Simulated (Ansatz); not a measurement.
Input

```
crystal:
  lattice:
    - [4.6937283341, 0.0, 0.0]
    - [-2.346864167, 4.0648879758, 0.0]
    - [0.0, 0.0, 21.4881921123]
  atoms:
    - { symbol: Ta, position: [0.6666666667, 0.3333333333, 0.1861487453] }
    - { symbol: Ta, position: [0.3333333333, 0.6666666667, 0.2307361763] }
    - { symbol: Ta, position: [0.0, 0.0, 0.2753236074] }
    - { symbol: Ta, position: [0.6666666667, 0.3333333333, 0.3164374187] }
    - { symbol: Ta, position: [0.3333333333, 0.6666666667, 0.3553085563] }
    - { symbol: Ta, position: [0.0, 0.0, 0.3950165778] }
    - { symbol: Si, position: [0.2222222222, -0.2222222222, 0.5751154889], spin: 2.0 }
basis:
  ecutwfc: 420
kpoints:
  mp_grid: { grid: [6, 6, 1] }
hamiltonian:
  xc: pbe
  pseudopotentials: { kind: paw, azcp: { folder: soft_1 } }
scf:
  occupations: { method: gaussian, width: 0.1 }
output:
  forces: true
  eigenvalues: true
  populations: true
  write_density: true
  write_potential: true
  elf: true
  volumetric_format: npy
magnetization:
  spin_polarized: true
efield:
  axis: 3
  dipole_correction: true
  ramp_width: 0.04
```

Launched as:

```sh
ansatz run input.yaml --threads 1 --pin off --max-ram 3072MiB --backend cpu --events-out ev --progress --plain --runs-dir out
```

A point of a scan over the structure, not its minimum; not relaxed (largest force 1.9 eV/Å); PAW files of the earlier set (soft_1); spin-polarised.

These are results of DFT PBE, scalar-relativistic, plane waves, PAW (Ansatz), not measurements.

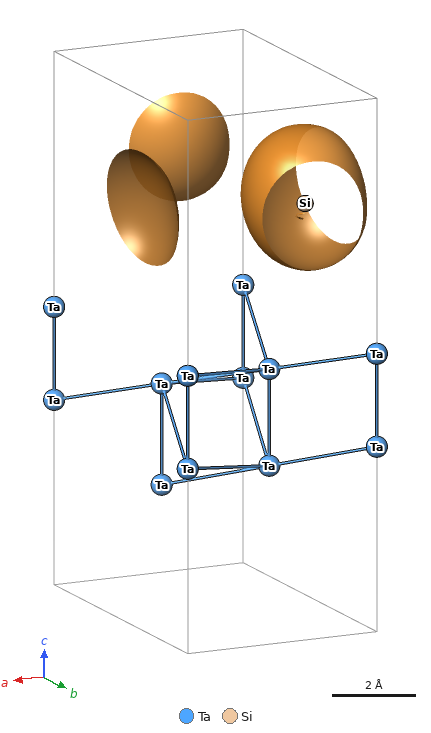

Ta$_{6}$Si (slab). Isosurface of the electron localisation function at 0.7 (orange), seen at an oblique angle. Core shells and regions of very low density are left out. Sticks mark near contacts.

Describe the localisation domains.

Answer. The ELF exceeds this value in one region wrapped around Si (its valence shell), counted in one cell of 7 atoms. Counts are for one cell; the picture repeats the cell along the surface.

Values along the shortest contacts:
Ta–Ta (2.57 Å): the ELF is about 0.35 at the midpoint. Ta–Si (4.27 Å): the ELF is about 0.30 at the midpoint and 0.15 at its lowest between the atoms: no localised pair shows between them.
